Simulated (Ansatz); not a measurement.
## Single-point calculation of MoSi₂

- system: MoSi₂ (3 atoms in the cell)
- method: DFT PBE, scalar-relativistic, plane waves, PAW, PAW set soft_1, no spin polarisation (Ansatz 0.2.0)

The structure derives from an entry of the Crystallography Open Database. Figures and captions count atoms from 1; the log counts them from 0 in places.

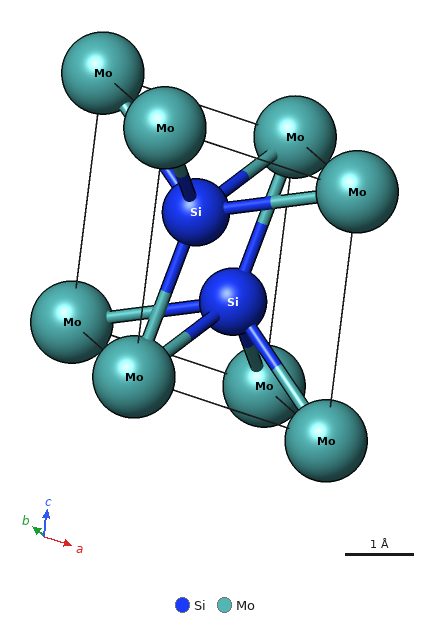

*The structure (ball-and-stick view of the reduced cell, seen slightly off an axis). An atom can appear more than once, as a periodic image.*

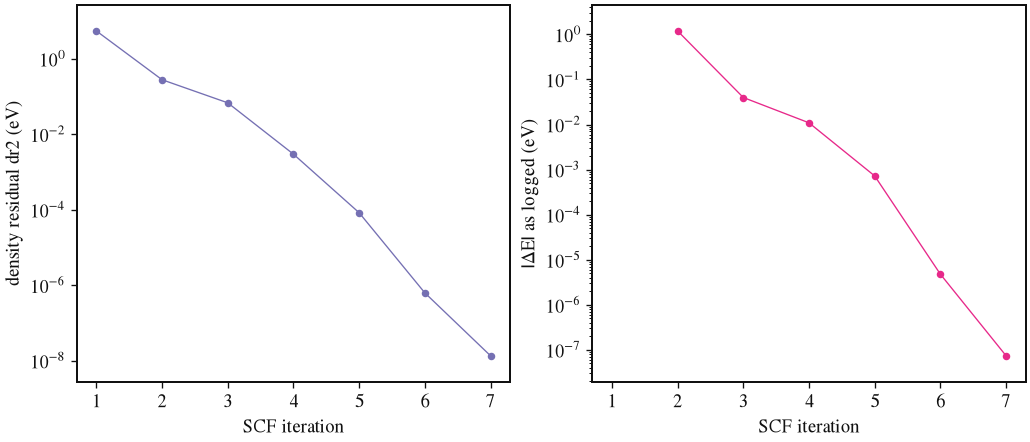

*Convergence of the self-consistent field: density residual dr2 and size of the energy change against the SCF iteration.*

The residual falls at every step.

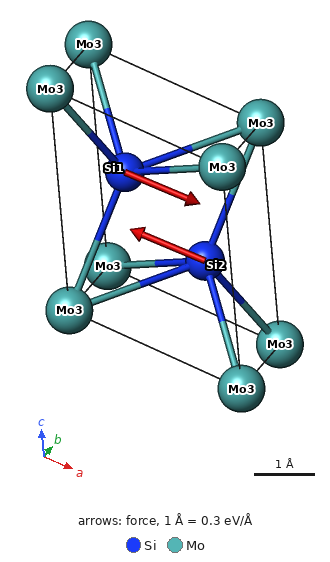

*Forces on the atoms as red arrows (ball-and-stick view of the reduced cell, seen slightly off an axis; atoms are numbered from 1 in the order of the input).*

The largest act on Si1, Si2 (0.42 eV/Å). The geometry is not a stationary point of this energy.

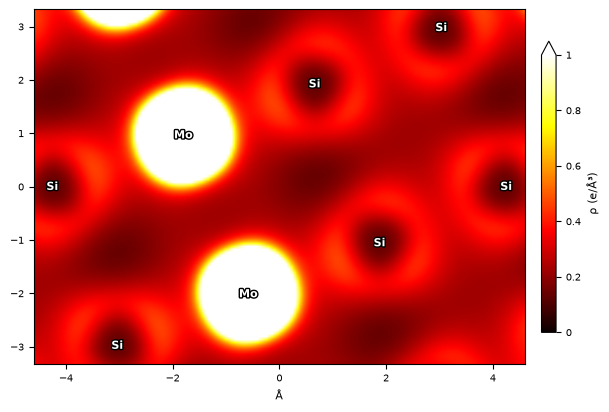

*Valence electron density on the (010) plane of the conventional cell.*

Si–Mo (2.64 Å): ρ at the midpoint is about 0.39 e/Å³. Away from the nuclei the density in this plane falls to 0.14 e/Å³ at its lowest. Core electrons are frozen (PAW), so the fields are smoothed inside the atomic spheres.

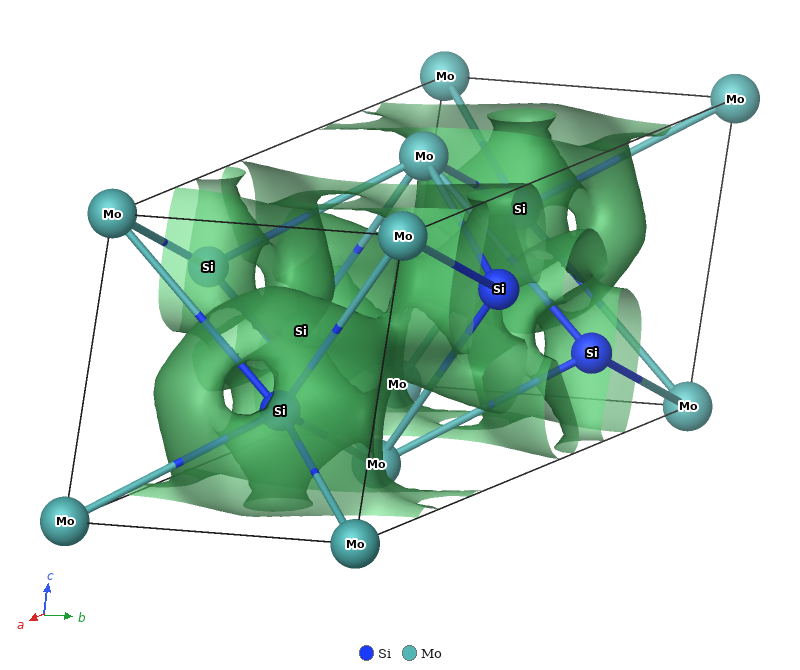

*Isosurface of the electron localisation function at 0.55 (green), seen slightly off an axis. Only the valence region is drawn (cores and ρ < 0.01 e/Å³ removed). Sticks mark near contacts. The outline is the cell set on symmetry axes.*

The ELF exceeds this value in sheets that run through the cell in two directions, counted in one cell of 6 atoms. Along the contacts the grid gives the following. Si–Mo (2.59 Å): the ELF is about 0.40 at the midpoint. Si–Mo (2.64 Å): the ELF is about 0.40 at the midpoint.

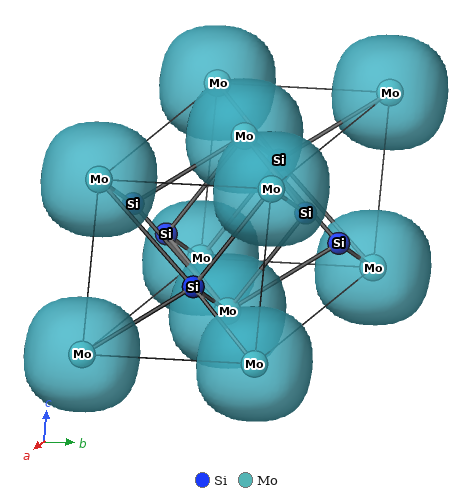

*Isosurface of the valence charge density (pseudo) at 0.5 e/Å³ (cyan), seen slightly off an axis. Sticks mark near contacts. The outline is the cell set on symmetry axes.*

At this value the density breaks into separate islands; it holds about 50 % of the electrons treated as valence (semicore included). It is pinched off along the Si–Mo (2.59 Å) and Si–Mo (2.64 Å) contacts. On the grid the lowest density along these lines, outside the cores, is 0.4 e/Å³ (Si–Mo, 2.59 Å) and 0.38 e/Å³ (Si–Mo, 2.64 Å).

These pictures come from the run below.

The input
```yaml
crystal:
  lattice:
    - [-1.6084858705, 1.6084858705, 3.9366136217]
    - [1.6084858705, -1.6084858705, 3.9366136217]
    - [1.6084858705, 1.6084858705, -3.9366136217]
  atoms:
    - { symbol: Si, position: [0.3350971189, 0.3227563204, -0.0123407985] }
    - { symbol: Si, position: [0.6649028811, 0.6772436796, 0.0123407985] }
    - { symbol: Mo, position: [0.0, 0.0, 0.0] }
basis:
  ecutwfc: 420
kpoints:
  mp_grid: { grid: [18, 18, 18] }
hamiltonian:
  xc: pbe
  pseudopotentials: { kind: paw, azcp: { folder: soft_1 } }
scf:
  occupations: { method: gaussian, width: 0.15 }
output:
  forces: true
  stress: true
  eigenvalues: true
  write_density: true
  write_potential: true
  elf: true
  volumetric_format: npy
```

Launched with:
```bash
ansatz run input.yaml --threads 2 --pin off --max-ram 4096MiB --backend cpu --events-out ev --progress --plain --runs-dir out
```

The program's output
```
Engine: ansatz 0.2.0, aarch64-unknown-linux-gnu
Pseudopotentials: kind: paw
Pseudopotential: Si, paw, valence charge 4, recommended cutoff 420 eV (normal), [file]
Pseudopotential: Mo, paw, valence charge 14, recommended cutoff 420 eV (normal), [file]
Functional definition: PBE
  parameter kappa = 0.804
  parameter beta = 0.06672455060314922
  exchange = pbe_x(kappa = kappa, mu = beta*pi^2/3)
  correlation = pbe_c(beta = beta)
Crystal: 3 atoms, lattice volume = 40.740 Å³
Basis set: ecut = 420 eV, 793 PW (Γ), exchange–correlation on 64×64×64 points (8 copies of the dense FFT grid, shifted against one another)
Bands: 15, of which v1, the nominal top of the filled ones, is band 11 counted from 1 (10 counted from 0)
Symmetry: 4 space group operations
Space group: C2/m (ITA 12), of the structure as read, at distance tolerance 3.4e-5 Å
k-points: 1550 of 5832
Non-local potential: Si, projectors of the file, l = 0: 2, l = 1: 2, l = 2: 1
Non-local potential: Mo, projectors of the file, l = 0: 3, l = 1: 2, l = 2: 2, l = 3: 1
PAW form: soft (Blöchl's): semilocal exchange-correlation on the pseudo side does not see the compensation charge
PAW one-centre angular grid: Si, 110 points (default); XC on 64 Gauss nodes
PAW one-centre angular grid: Mo, 590 points (default); XC on 64 Gauss nodes
Initial density: superposition of atomic densities (chi_scale 0.1, normalization cell, long waves kept (reshape's long-wave potential 0.00 eV rms))
Initial wavefunctions: pseudopotential atomic-orbital guess
Functional: x = pbe(κ = 0.804, μ = 0.2195149727645171), c = pbe(β = 0.06672455060314922)
SCF iter   1: F=—  HF=-6230.385584 eV  |F-HF|=—  |Δ(HF+E_count)|=         —  Δρ=9.29e-2  dr2=5.44e0  ethr=3.10e-3  ⟨swp⟩=5.4  Hψ=134741  notcnv=0
preconditioner: auto → Kerker (q_TF=auto, 2.462 Å⁻¹)  [metal: Δε(μ)=0.001 eV  Ē_g=8.034 eV  σ=0.150 eV  W_gap=0.00  n_scr=10 (ndim 8)  ℏωp=21.8 eV  f_vac=0.000  D(μ)=0.60/eV (n_scr^D=2)]
SCF iter   2: F=—  HF=-6229.196637 eV  |F-HF|=—  |Δ(HF+E_count)|=    1.19e0  Δρ=3.05e-2  dr2=2.77e-1  ethr=3.10e-3  ⟨swp⟩=2.5  Hψ=58383  notcnv=0  defer=6
SCF iter   3: F=—  HF=-6229.156980 eV  |F-HF|=—  |Δ(HF+E_count)|=   3.97e-2  Δρ=1.51e-2  dr2=6.77e-2  ethr=1.26e-3  ⟨swp⟩=2.4  Hψ=34023  notcnv=0  defer=6
SCF iter   4: F=—  HF=-6229.146061 eV  |F-HF|=—  |Δ(HF+E_count)|=   1.09e-2  Δρ=2.60e-3  dr2=2.95e-3  ethr=3.08e-4  ⟨swp⟩=2.8  Hψ=35615  notcnv=0  defer=6
SCF iter   5: F=—  HF=-6229.145338 eV  |F-HF|=—  |Δ(HF+E_count)|=   7.23e-4  Δρ=3.37e-4  dr2=8.28e-5  ethr=1.34e-5  ⟨swp⟩=2.9  Hψ=38445  notcnv=0  defer=6
SCF iter   6: F=—  HF=-6229.145333 eV  |F-HF|=—  |Δ(HF+E_count)|=   4.78e-6  Δρ=3.43e-5  dr2=6.23e-7  ethr=3.76e-7  ⟨swp⟩=2.2  Hψ=29753  notcnv=0  defer=6
SCF iter   7: F=-6229.145333 eV  HF=-6229.145333 eV  |F-HF|=4.36e-9  |Δ(HF+E_count)|=   7.41e-8  Δρ=5.75e-6  dr2=1.34e-8  ethr=4.55e-10  ⟨swp⟩=9.6  Hψ=166436  notcnv=0
SCF 1 converged in 7 iterations: F = -6229.145333 eV  dr2 = 1.34e-8
  greatest PAW one-centre occupation: 0.999 electrons in one spin orbital (limit 2), on the Mo atom at site 2 (counted from 0), in its partial waves of l = 0
SCF converged after 7 iterations
Free energy (F): -6229.145333 eV
Harris-Foulkes:  -6229.145333 eV  (|F-HF|=4.36e-9)
Internal energy: -6229.142629 eV  (E = F + TS)
E sigma→0 (E₀):  -6229.143981 eV
Entropy (-TS):   -0.002704 eV (-0.901 meV/atom)
Fermi energy:    15.720829 eV
--- Per-component energies (eV) ---
  E_band       = -51.642495
  E_kinetic    = 511.038887
  E_local      = -1138.661076  (includes V_loc(G=0)·N_el)
  E_nonlocal   = 192.355700
  E_hartree    = 433.512865
  E_xc         = -292.906274
  E_vxc        = -320.438217  (∫ρ·V_xc dr)
  E_paw        = -4234.995305  (= ΣΔE_a)
  E_vpaw       = -162.961388  (= ΣTr[D̂ρ^β])
  E_aug_tail   = 0.000122  (compensation charges beyond the density's cutoff)
  E_ewald      = -1699.487550
  E_smearing   = -0.002704  (= −TS)
  E_closure    = 0.000000  (closes the sum)
  Σ components = -6229.145333   (vs F -6229.145333, Δ=0.00e0)
--- Forces (eV/Å), atoms counted from 1 ---
  atom   1  Si     0.42061597     0.00000000     0.01259202
  atom   2  Si    -0.42061597     0.00000000    -0.01259202
  atom   3  Mo     0.00000000     0.00000000     0.00000000
  max |Σ_I F_I| component: 1.73e-18 eV/Å
--- Stress (GPa, compression-positive) ---
        0.118729       0.000000      -0.492507
        0.000000       0.319041      -0.000000
       -0.492507      -0.000000       0.179573
  P = ⅓ Tr σ = 0.2058 GPa (2.058 kbar)
--- Band table (eV; the first three rows and the last of 1550) ---
  k-point 0: bands = ["-45.0152", "-19.1591", "-19.0833", "-19.0756", "2.3978", "9.4125", "12.2980", "12.7276", "13.1245", "13.1469", "16.0824", "18.7123", "18.9287", "19.1963", "19.3135"]
  k-point 1: bands = ["-45.0142", "-19.1583", "-19.0900", "-19.0817", "2.4925", "9.4968", "11.9301", "12.7525", "12.8936", "13.5389", "15.7186", "18.4391", "19.0241", "19.1225", "19.2986"]
  k-point 2: bands = ["-45.0112", "-19.1569", "-19.1094", "-19.0979", "2.7720", "9.7322", "11.4077", "12.3044", "12.8314", "14.1030", "14.8496", "17.9958", "18.9780", "19.3104", "19.4131"]
  k-point 1549: bands = ["-45.0147", "-19.1808", "-19.0849", "-19.0784", "4.2678", "5.6905", "12.2623", "13.5627", "15.1375", "15.1611", "15.2292", "15.2509", "16.2168", "20.4033", "20.6947"]
```

Results in brief

- outcome: converged
- space group (tolerance 0.01 Å): C2/m (12)
- electrons treated: 22
- free energy: −6229.1453 eV
- Fermi energy: 15.721 eV
- gap on the k-point mesh: none (metallic)
- pressure: 0.21 GPa
- largest force (length of the vector): 0.421 eV/Å
- hardware: 2 threads of Arm Neoverse V2, 24 GiB of memory available, shared host
- wall time: 29 s (CPU time 58 s)
- peak memory: 0.98 GiB
